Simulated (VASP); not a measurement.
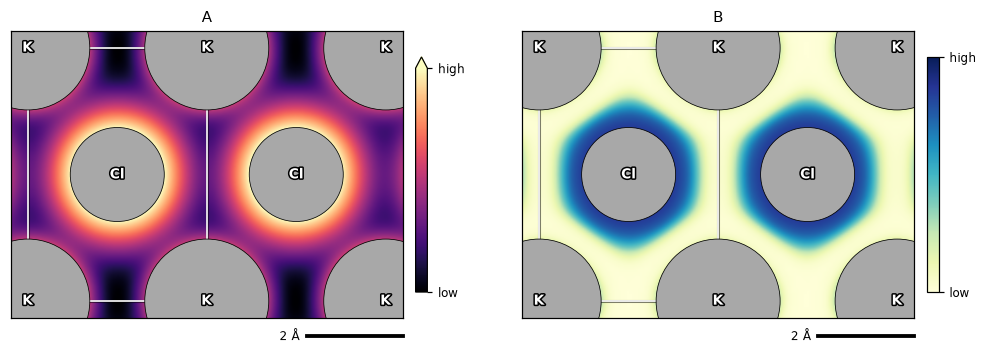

KCl: 2 fields on the (11̄0) plane of the conventional cell, with unlabelled colour scales. Grey discs cover the atomic cores.

Space group Pm-3m; a generated structure, not necessarily the stable one; changed on purpose from its base cell (volume × 1.000 of the coarse rest volume).

Theory: Kohn-Sham DFT of a periodic cell, PBEsol, VASP PAW PBE potentials, recommended (VASP).

```yaml
crystal:
  lattice:
    - [3.73540, 0.00000, 0.00000]
    - [0.00000, 3.73540, 0.00000]
    - [0.00000, 0.00000, 3.73540]
  atoms:
    - { symbol: K, position: [0.00000, 0.00000, 0.00000] }
    - { symbol: Cl, position: [0.50000, 0.50000, 0.50000] }
```

Q: Which field does each panel show? The fields are: electron localisation function and valence pseudo-density.

A: Panel A: valence pseudo-density. Panel B: electron localisation function. From the grid: K–Cl (3.23 Å): ρ is about 0.08 e/Å³ halfway; the ELF is about 0.05 at the midpoint: a closed-shell, largely ionic contact.
